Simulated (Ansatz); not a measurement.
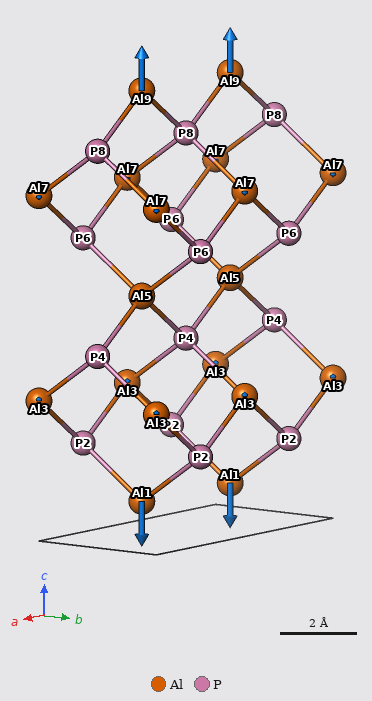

A (1 0 0) slab of AlP as cut from the relaxed bulk. The blue arrows show how the atoms are displaced, magnified 20 times. A ball-and-stick model of the 2 × 1 repeat of the cell, outlined in the plane, without the vacuum, seen from a free direction.

Method: Ansatz 0.2.0, DFT PBEsol, scalar-relativistic, plane waves, PAW. Set-up: plane-wave cutoff 420 eV; occupations gaussian; no spin polarisation. The k-mesh is chosen for each cell (8×8×8, 7×7×1). Smearing widths differ between the runs.

Describe the change and its computed effect.

The atoms of the slab are relaxed at the bulk's in-plane cell. The slab isn't stoichiometric; relaxing it gains 0.010 J/m². The top spacing, between the Al and P planes, goes from 1.37 to 1.42 Å (+4.2 %), the bottom one (Al to P) from 1.37 to 1.42 Å (+4.2 %). The cell doesn't change. The largest moves relative to the layer's centre, 0.061 Å, are those of Al1 and Al9. Al1 goes along the normal (−c). By element the largest moves are Al 0.061 Å, P 0.003 Å. Among the bonded contacts that change: Al–P 2.369 → 2.365 to 2.402 Å.
